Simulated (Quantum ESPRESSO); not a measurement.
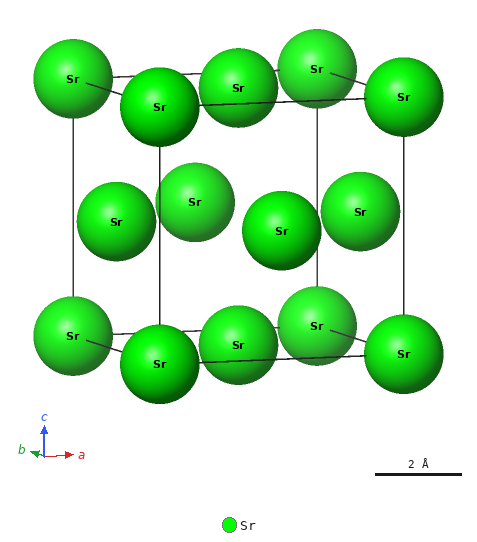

*The structure as given in the input (spheres-only view of the cell 4 times as large as that of the calculation, set on its symmetry axes, seen slightly off an axis). An atom can appear more than once, as a periodic image.*

**Band-structure run, with input and output: Sr**

- system: Sr (Fm-3m, 1 atom in the cell)
- method: Kohn-Sham DFT of a periodic cell, PW91, SG15 PBE 1.2, no spin polarisation (Quantum ESPRESSO 7.5)

The structure derives from an entry of the Crystallography Open Database.

### The input
```
&CONTROL
  calculation = 'scf'
  prefix = 'pwscf'
  outdir = './tmp'
  pseudo_dir = './pseudo'
  tprnfor = .true.
  tstress = .true.
  disk_io = 'low'
/
&SYSTEM
  ibrav = 0
  A = 4.30253263
  nat = 1
  ntyp = 1
  ecutwfc = 68
  nbnd = 10
  input_dft = 'pw91'
  occupations = 'smearing'
  smearing = 'fd'
  degauss = 0.00367493
/
&ELECTRONS
  conv_thr = 2d-10
  electron_maxstep = 120
  mixing_beta = 0.5
/
ATOMIC_SPECIES
Sr    87.6200 Sr_ONCV_PBE-1.2.upf
CELL_PARAMETERS alat
   0.0000000000    0.7071067814    0.7071067814
   0.7071067814    0.0000000000    0.7071067814
   0.7071067814    0.7071067814    0.0000000000
ATOMIC_POSITIONS alat
Sr     0.0000000000    0.0000000000    0.0000000000
K_POINTS automatic
8 8 8 0 0 0
```

### File bands.in
```
&CONTROL
  calculation = 'bands'
  prefix = 'pwscf'
  outdir = './tmp'
  pseudo_dir = './pseudo'
  disk_io = 'low'
  verbosity = 'high'
/
&SYSTEM
  ibrav = 0
  A = 4.30253263
  nat = 1
  ntyp = 1
  ecutwfc = 68
  nbnd = 10
  input_dft = 'pw91'
  occupations = 'smearing'
  smearing = 'fd'
  degauss = 0.00367493
/
&ELECTRONS
  conv_thr = 1d-08
  electron_maxstep = 120
  mixing_beta = 0.5
  diago_full_acc = .true.
  startingwfc = 'random'
/
ATOMIC_SPECIES
Sr    87.6200 Sr_ONCV_PBE-1.2.upf
CELL_PARAMETERS alat
   0.0000000000    0.7071067814    0.7071067814
   0.7071067814    0.0000000000    0.7071067814
   0.7071067814    0.7071067814    0.0000000000
ATOMIC_POSITIONS alat
Sr     0.0000000000    0.0000000000    0.0000000000
K_POINTS crystal
60
 0.0000000000  0.0000000000  0.0000000000 1
 0.0625000000  0.0000000000  0.0625000000 1
 0.1250000000  0.0000000000  0.1250000000 1
 0.1875000000  0.0000000000  0.1875000000 1
 0.2500000000  0.0000000000  0.2500000000 1
 0.3125000000  0.0000000000  0.3125000000 1
 0.3750000000  0.0000000000  0.3750000000 1
 0.4375000000  0.0000000000  0.4375000000 1
 0.5000000000  0.0000000000  0.5000000000 1
 0.5000000000  0.0625000000  0.5625000000 1
 0.5000000000  0.1250000000  0.6250000000 1
 0.5000000000  0.1875000000  0.6875000000 1
 0.5000000000  0.2500000000  0.7500000000 1
 0.4375000000  0.3125000000  0.7500000000 1
 0.3750000000  0.3750000000  0.7500000000 1
 0.3375000000  0.3375000000  0.6750000000 1
 0.3000000000  0.3000000000  0.6000000000 1
 0.2625000000  0.2625000000  0.5250000000 1
 0.2250000000  0.2250000000  0.4500000000 1
 0.1875000000  0.1875000000  0.3750000000 1
 0.1500000000  0.1500000000  0.3000000000 1
 0.1125000000  0.1125000000  0.2250000000 1
 0.0750000000  0.0750000000  0.1500000000 1
 0.0375000000  0.0375000000  0.0750000000 1
 0.0000000000  0.0000000000  0.0000000000 1
 0.0625000000  0.0625000000  0.0625000000 1
 0.1250000000  0.1250000000  0.1250000000 1
 0.1875000000  0.1875000000  0.1875000000 1
 0.2500000000  0.2500000000  0.2500000000 1
 0.3125000000  0.3125000000  0.3125000000 1
 0.3750000000  0.3750000000  0.3750000000 1
 0.4375000000  0.4375000000  0.4375000000 1
 0.5000000000  0.5000000000  0.5000000000 1
 0.5250000000  0.4500000000  0.5250000000 1
 0.5500000000  0.4000000000  0.5500000000 1
 0.5750000000  0.3500000000  0.5750000000 1
 0.6000000000  0.3000000000  0.6000000000 1
 0.6250000000  0.2500000000  0.6250000000 1
 0.5833333333  0.2500000000  0.6666666667 1
 0.5416666667  0.2500000000  0.7083333333 1
 0.5000000000  0.2500000000  0.7500000000 1
 0.5000000000  0.2857142857  0.7142857143 1
 0.5000000000  0.3214285714  0.6785714286 1
 0.5000000000  0.3571428571  0.6428571429 1
 0.5000000000  0.3928571429  0.6071428571 1
 0.5000000000  0.4285714286  0.5714285714 1
 0.5000000000  0.4642857143  0.5357142857 1
 0.5000000000  0.5000000000  0.5000000000 1
 0.4821428571  0.4821428571  0.5357142857 1
 0.4642857143  0.4642857143  0.5714285714 1
 0.4464285714  0.4464285714  0.6071428571 1
 0.4285714286  0.4285714286  0.6428571429 1
 0.4107142857  0.4107142857  0.6785714286 1
 0.3928571429  0.3928571429  0.7142857143 1
 0.3750000000  0.3750000000  0.7500000000 1
 0.6250000000  0.2500000000  0.6250000000 1
 0.5937500000  0.1875000000  0.5937500000 1
 0.5625000000  0.1250000000  0.5625000000 1
 0.5312500000  0.0625000000  0.5312500000 1
 0.5000000000  0.0000000000  0.5000000000 1
```

Run on 1 thread of Arm Neoverse V1, 24 GiB of memory available, shared host.

Launch command:
```bash
OMP_NUM_THREADS=1 pw.x -in pw.in > pw.out
OMP_NUM_THREADS=1 pw.x -in bands.in > bands.out
```

### Output
```
This program is part of the open-source Quantum ESPRESSO suite
     for quantum simulation of materials; please cite
         "P. Giannozzi et al., J. Phys.:Condens. Matter 21 395502 (2009);
         "P. Giannozzi et al., J. Phys.:Condens. Matter 29 465901 (2017);
         "P. Giannozzi et al., J. Chem. Phys. 152 154105 (2020);
          URL
     in publications or presentations arising from this work. More details at

     IMPORTANT: XC functional enforced from input :
     Exchange-correlation= PW91
                           (   1   4   2   2   0   0   0)
     Any further DFT definition will be discarded
     Please, verify this is what you really want

     Message from routine setup:
     using ibrav=0 with symmetry is DISCOURAGED, use correct ibrav instead

     G-vector sticks info
     --------------------
     sticks:   dense  smooth     PW     G-vecs:    dense   smooth      PW
     Sum        1237    1237    367                28763    28763    4621

     Using Slab Decomposition

     bravais-lattice index     =            0
     lattice parameter (alat)  =       8.1306  a.u.
     unit-cell volume          =     380.0617 (a.u.)^3
     number of atoms/cell      =            1
     number of atomic types    =            1
     number of electrons       =        10.00
     number of Kohn-Sham states=           10
     kinetic-energy cutoff     =      68.0000  Ry
     charge density cutoff     =     272.0000  Ry
     scf convergence threshold =      2.0E-10
     mixing beta               =       0.5000
     number of iterations used =            8  plain     mixing
     Exchange-correlation= PW91
                           (   1   4   2   2   0   0   0)

     celldm(1)=   8.130608  celldm(2)=   0.000000  celldm(3)=   0.000000
     celldm(4)=   0.000000  celldm(5)=   0.000000  celldm(6)=   0.000000

     crystal axes: (cart. coord. in units of alat)
               a(1) = (   0.000000   0.707107   0.707107 )
               a(2) = (   0.707107   0.000000   0.707107 )
               a(3) = (   0.707107   0.707107   0.000000 )

     reciprocal axes: (cart. coord. in units 2 pi/alat)
               b(1) = ( -0.707107  0.707107  0.707107 )
               b(2) = (  0.707107 -0.707107  0.707107 )
               b(3) = (  0.707107  0.707107 -0.707107 )

     PseudoPot. # 1 for Sr read from file:
     Sr_ONCV_PBE-1.2.upf
     Pseudo is Norm-conserving, Zval = 10.0
     Generated using ONCVPSP code by D. R. Hamann
     Using radial grid of  602 points,  6 beta functions with:
                l(1) =   0
                l(2) =   0
                l(3) =   1
                l(4) =   1
                l(5) =   2
                l(6) =   2

     atomic species   valence    mass     pseudopotential
     Sr               10.00    87.62000     Sr( 1.00)

     48 Sym. Ops., with inversion, found

   Cartesian axes

     site n.     atom                  positions (alat units)
         1        Sr     tau(   1) = (   0.0000000   0.0000000   0.0000000  )

     number of k points=    29  Fermi-Dirac smearing, width (Ry)=  0.0037
                       cart. coord. in units 2pi/alat
        k(    1) = (   0.0000000   0.0000000   0.0000000), wk =   0.0039062
        k(    2) = (   0.0883883   0.0883883  -0.0883883), wk =   0.0312500
        k(    3) = (   0.1767767   0.1767767  -0.1767767), wk =   0.0312500
        k(    4) = (   0.2651650   0.2651650  -0.2651650), wk =   0.0312500
        k(    5) = (  -0.3535534  -0.3535534   0.3535534), wk =   0.0156250
        k(    6) = (   0.1767767   0.0000000   0.0000000), wk =   0.0234375
        k(    7) = (   0.2651650   0.0883883  -0.0883883), wk =   0.0937500
        k(    8) = (   0.3535534   0.1767767  -0.1767767), wk =   0.0937500
        k(    9) = (  -0.2651650  -0.4419417   0.4419417), wk =   0.0937500
        k(   10) = (  -0.1767767  -0.3535534   0.3535534), wk =   0.0937500
        k(   11) = (  -0.0883883  -0.2651650   0.2651650), wk =   0.0937500
        k(   12) = (   0.0000000  -0.1767767   0.1767767), wk =   0.0468750
        k(   13) = (   0.3535534   0.0000000   0.0000000), wk =   0.0234375
        k(   14) = (   0.4419417   0.0883883  -0.0883883), wk =   0.0937500
        k(   15) = (  -0.1767767  -0.5303301   0.5303301), wk =   0.0937500
        k(   16) = (  -0.0883883  -0.4419417   0.4419417), wk =   0.0937500
        k(   17) = (   0.0000000  -0.3535534   0.3535534), wk =   0.0468750
        k(   18) = (   0.5303301   0.0000000   0.0000000), wk =   0.0234375
        k(   19) = (  -0.0883883  -0.6187184   0.6187184), wk =   0.0937500
        k(   20) = (   0.0000000  -0.5303301   0.5303301), wk =   0.0468750
        k(   21) = (  -0.7071068   0.0000000   0.0000000), wk =   0.0117188
        k(   22) = (   0.3535534   0.1767767   0.0000000), wk =   0.0937500
        k(   23) = (  -0.2651650  -0.4419417   0.6187184), wk =   0.1875000
        k(   24) = (  -0.1767767  -0.3535534   0.5303301), wk =   0.0937500
        k(   25) = (  -0.1767767  -0.5303301   0.7071068), wk =   0.0937500
        k(   26) = (  -0.0883883  -0.4419417   0.6187184), wk =   0.1875000
        k(   27) = (   0.0000000  -0.3535534   0.5303301), wk =   0.0937500
        k(   28) = (  -0.7071068   0.1767767   0.0000000), wk =   0.0468750
        k(   29) = (  -0.7071068   0.3535534   0.0000000), wk =   0.0234375

     Dense  grid:    28763 G-vectors     FFT dimensions: (  45,  45,  45)

     Initial potential from superposition of free atoms

     starting charge       9.7192, renormalised to      10.0000
     Starting wfcs are random

     Self-consistent Calculation

     iteration #  1     ecut=    68.00 Ry     beta= 0.50
     Davidson diagonalization with overlap
     ethr =  1.00E-02,  avg # of iterations =  8.8

     Threshold (ethr) on eigenvalues was too large:
     Diagonalizing with lowered threshold

     Davidson diagonalization with overlap
     ethr =  3.55E-04,  avg # of iterations =  2.7

     total energy              =     -62.30001459 Ry
     estimated scf accuracy    <       0.03300407 Ry

     iteration #  2     ecut=    68.00 Ry     beta= 0.50
     Davidson diagonalization with overlap
     ethr =  3.30E-04,  avg # of iterations =  2.3

     total energy              =     -62.30382383 Ry
     estimated scf accuracy    <       0.00167500 Ry

     iteration #  3     ecut=    68.00 Ry     beta= 0.50
     Davidson diagonalization with overlap
     ethr =  1.67E-05,  avg # of iterations =  5.0

     total energy              =     -62.30416784 Ry
     estimated scf accuracy    <       0.00009120 Ry

     iteration #  4     ecut=    68.00 Ry     beta= 0.50
     Davidson diagonalization with overlap
     c_bands:  2 eigenvalues not converged
     ethr =  9.12E-07,  avg # of iterations =  3.7

     total energy              =     -62.30417559 Ry
     estimated scf accuracy    <       0.00000068 Ry

     iteration #  5     ecut=    68.00 Ry     beta= 0.50
     Davidson diagonalization with overlap
     ethr =  6.78E-09,  avg # of iterations =  3.7

     total energy              =     -62.30417589 Ry
     estimated scf accuracy    <       0.00000019 Ry

     iteration #  6     ecut=    68.00 Ry     beta= 0.50
     Davidson diagonalization with overlap
     ethr =  1.92E-09,  avg # of iterations =  1.6

     total energy              =     -62.30417590 Ry
     estimated scf accuracy    <          3.7E-09 Ry

     iteration #  7     ecut=    68.00 Ry     beta= 0.50
     Davidson diagonalization with overlap
     ethr =  3.69E-11,  avg # of iterations =  2.9

     total energy              =     -62.30417590 Ry
     estimated scf accuracy    <          5.4E-10 Ry

     iteration #  8     ecut=    68.00 Ry     beta= 0.50
     Davidson diagonalization with overlap
     ethr =  5.43E-12,  avg # of iterations =  2.1

     End of self-consistent calculation

          k = 0.0000 0.0000 0.0000 (  3647 PWs)   bands (ev):

   -31.8197 -13.7153 -13.7153 -13.7153   1.2506   7.1596   7.1596   7.1596
     8.5777   8.5777

          k = 0.0884 0.0884-0.0884 (  3605 PWs)   bands (ev):

   -31.8179 -13.7422 -13.7189 -13.7189   1.4940   6.8054   7.2629   7.2629
     8.4504   8.4504

          k = 0.1768 0.1768-0.1768 (  3602 PWs)   bands (ev):

   -31.8136 -13.8061 -13.7277 -13.7277   2.1722   6.1017   7.3060   7.3060
     8.5301   8.5301

          k = 0.2652 0.2652-0.2652 (  3609 PWs)   bands (ev):

   -31.8092 -13.8687 -13.7365 -13.7365   3.1065   5.3823   7.1086   7.1086
     9.1509   9.1509

          k =-0.3536-0.3536 0.3536 (  3600 PWs)   bands (ev):

   -31.8074 -13.8944 -13.7401 -13.7401   3.7464   4.8979   7.0067   7.0067
     9.5884   9.5884

          k = 0.1768 0.0000 0.0000 (  3615 PWs)   bands (ev):

   -31.8173 -13.7414 -13.7249 -13.7249   1.5746   6.7245   7.3172   7.3172
     8.0367   8.7029

          k = 0.2652 0.0884-0.0884 (  3609 PWs)   bands (ev):

   -31.8138 -13.7887 -13.7354 -13.7327   2.1086   6.2208   7.2296   7.4548
     7.9392   8.8472

          k = 0.3536 0.1768-0.1768 (  3596 PWs)   bands (ev):

   -31.8095 -13.8482 -13.7447 -13.7441   2.9770   5.5961   6.8276   7.3553
     8.6157   9.3179

          k =-0.2652-0.4419 0.4419 (  3602 PWs)   bands (ev):

   -31.8068 -13.8833 -13.7560 -13.7461   3.8640   4.9652   6.6676   7.2043
     9.3990   9.6122

          k =-0.1768-0.3536 0.3536 (  3609 PWs)   bands (ev):

   -31.8074 -13.8749 -13.7595 -13.7401   3.6101   5.1810   6.6677   7.2243
     9.0357   9.7407

          k =-0.0884-0.2652 0.2652 (  3605 PWs)   bands (ev):

   -31.8109 -13.8287 -13.7521 -13.7297   2.6645   5.8511   6.8695   7.4565
     8.2252   9.2384

          k = 0.0000-0.1768 0.1768 (  3601 PWs)   bands (ev):

   -31.8153 -13.7735 -13.7354 -13.7209   1.8839   6.4255   7.1853   7.4926
     8.0188   8.7051

          k = 0.3536 0.0000 0.0000 (  3591 PWs)   bands (ev):

   -31.8115 -13.8024 -13.7482 -13.7482   2.4689   5.9696   6.9387   7.8126
     7.8126   9.0329

          k = 0.4419 0.0884-0.0884 (  3589 PWs)   bands (ev):

   -31.8080 -13.8403 -13.7637 -13.7586   3.1800   5.6172   6.3831   7.9487
     8.3991   9.4022

          k =-0.1768-0.5303 0.5303 (  3595 PWs)   bands (ev):

   -31.8053 -13.8638 -13.7867 -13.7605   4.0868   5.1696   6.0941   7.7796
     9.0094   9.6770

          k =-0.0884-0.4419 0.4419 (  3597 PWs)   bands (ev):

   -31.8051 -13.8589 -13.8042 -13.7529   4.4036   5.0652   5.9417   7.6407
     9.0911   9.0953

          k = 0.0000-0.3536 0.3536 (  3599 PWs)   bands (ev):

   -31.8074 -13.8438 -13.7906 -13.7402   3.4965   5.6912   6.0730   7.6160
     8.3803   9.8011

          k = 0.5303 0.0000 0.0000 (  3599 PWs)   bands (ev):

   -31.8057 -13.8606 -13.7713 -13.7713   3.6284   5.4144   6.0953   8.6856
     8.6856   9.4141

          k =-0.0884-0.6187 0.6187 (  3591 PWs)   bands (ev):

   -31.8039 -13.8721 -13.7888 -13.7749   4.2136   5.2741   5.8450   8.6782
     9.1346   9.7525

          k = 0.0000-0.5303 0.5303 (  3580 PWs)   bands (ev):

   -31.8037 -13.8548 -13.8191 -13.7673   4.7770   5.0870   5.6643   8.2001
     8.5930   9.4107

          k =-0.7071 0.0000 0.0000 (  3572 PWs)   bands (ev):

   -31.8033 -13.8840 -13.7809 -13.7809   4.2408   5.2180   5.8581   9.5923
     9.8825   9.8833

          k = 0.3536 0.1768 0.0000 (  3598 PWs)   bands (ev):

   -31.8103 -13.8217 -13.7607 -13.7389   2.7431   5.8762   6.6603   7.7795
     7.9693   9.3019

          k =-0.2652-0.4419 0.6187 (  3594 PWs)   bands (ev):

   -31.8068 -13.8554 -13.7805 -13.7494   3.6489   5.4309   6.2212   7.5763
     8.6819   9.8062

          k =-0.1768-0.3536 0.5303 (  3600 PWs)   bands (ev):

   -31.8053 -13.8698 -13.7867 -13.7550   4.4022   4.8674   6.1817   7.4528
     9.0637   9.8394

          k =-0.1768-0.5303 0.7071 (  3603 PWs)   bands (ev):

   -31.8054 -13.8572 -13.7858 -13.7676   3.8866   5.4418   5.9344   8.0743
     8.7962   9.8384

          k =-0.0884-0.4419 0.6187 (  3600 PWs)   bands (ev):

   -31.8039 -13.8534 -13.8120 -13.7716   4.6825   5.1727   5.7201   7.5912
     9.0990   9.8968

          k = 0.0000-0.3536 0.5303 (  3589 PWs)   bands (ev):

   -31.8045 -13.8438 -13.8204 -13.7625   4.4993   5.4518   5.5350   7.5765
     9.0521   9.2692

          k =-0.7071 0.1768 0.0000 (  3596 PWs)   bands (ev):

   -31.8033 -13.8690 -13.7961 -13.7817   4.5209   5.2830   5.7282   8.0347
     9.8862  10.0255

          k =-0.7071 0.3536 0.0000 (  3636 PWs)   bands (ev):

   -31.8033 -13.8327 -13.8327 -13.7825   4.9379   5.4746   5.4746   7.0271
     9.8875  10.0394

     the Fermi energy is     4.8319 ev

!    total energy              =     -62.30417590 Ry
     estimated scf accuracy    <          6.8E-12 Ry
     smearing contrib. (-TS)   =      -0.00063387 Ry
     internal energy E=F+TS    =     -62.30354203 Ry

     The total energy is F=E-TS. E is the sum of the following terms:
     one-electron contribution =     -28.59447613 Ry
     hartree contribution      =      14.77174315 Ry
     xc contribution           =      -8.60695291 Ry
     ewald contribution        =     -39.87385615 Ry

     convergence has been achieved in   8 iterations

     Forces acting on atoms (cartesian axes, Ry/au):

     atom    1 type  1   force =     0.00000000    0.00000000    0.00000000

     Total force =     0.000000     Total SCF correction =     0.000000

     Computing stress (Cartesian axis) and pressure

          total   stress  (Ry/bohr**3)                   (kbar)     P=       -4.35
  -0.00002960   0.00000000   0.00000000           -4.35        0.00        0.00
   0.00000000  -0.00002960   0.00000000            0.00       -4.35        0.00
   0.00000000   0.00000000  -0.00002960            0.00        0.00       -4.35

=------------------------------------------------------------------------------=
   JOB DONE.
=------------------------------------------------------------------------------=
```

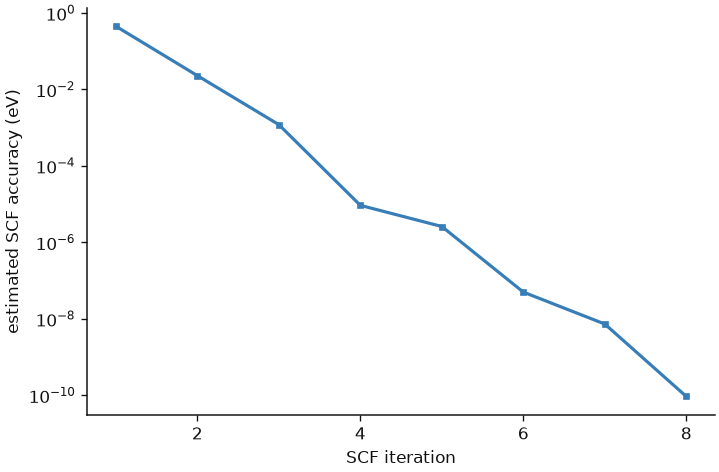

*Convergence of the self-consistent field: estimated SCF accuracy against the iteration.*

The field takes 8 iterations in all.

### Summary

| quantity | value |
| --- | --- |
| outcome | converged |
| space group (tolerance 0.01 Å) | Fm-3m (225) |
| electrons treated | 10 |
| free energy | −847.6915 eV |
| Fermi energy | 4.832 eV |
| gap on the k-point mesh | none (metallic) |
| pressure | −0.44 GPa |
| largest force (length of the vector) | under 0.001 eV/Å |
| wall time | 54 s |
| peak memory | 0.1 GiB |

### Notes

Further notes kept with the run: potentials made for another functional. Points of doubt noted for this run: potentials made for another functional.
